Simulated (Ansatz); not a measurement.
System: CsH, space group Pm-3m, 2 atoms in the cell.

```
Cs H
1.0
     3.81841    0.00000    0.00000
     0.00000    3.81841    0.00000
     0.00000    0.00000    3.81841
Cs H
1 1
Cartesian
  0.0000 0.0000 0.0000
  1.9092 1.9092 1.9092
```

Ansatz 0.2.0; DFT, r2SCAN, all-electron PAW with datasets made for the crystal, scalar-relativistic, no spin polarisation, 8×8×8 k mesh, 300 eV cutoff, Fermi-Dirac smearing of 0.01 eV.

Predict the main features of the band structure. The path is Γ–X–M–Γ–R–X–R–M.

The material is gapped. The gap along this path is 3.18 eV and direct: both edges lie at R. The top valence level at R is a single band, not degenerate (spin aside). The top valence band spans 1.9 eV and the lowest conduction band 2.5 eV. The direct gaps are 3.18 eV at R, 3.47 eV at X and 5.71 eV at Γ.

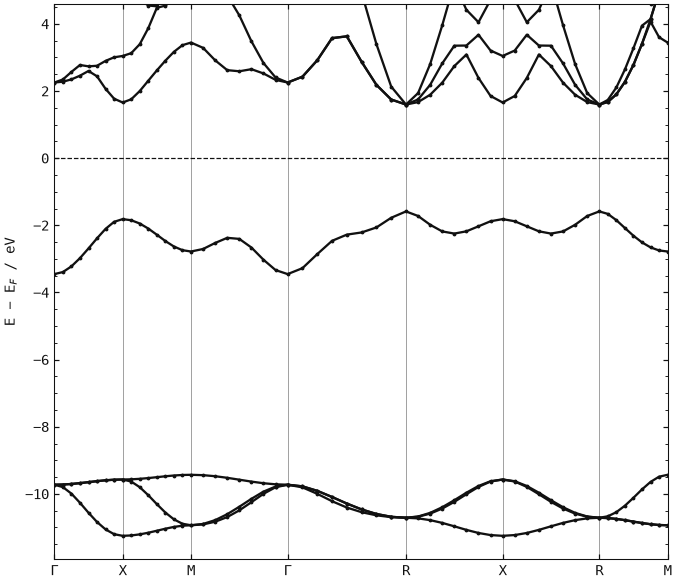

Band structure. Energies are counted from the Fermi level. The path runs straight from each named point to the next.
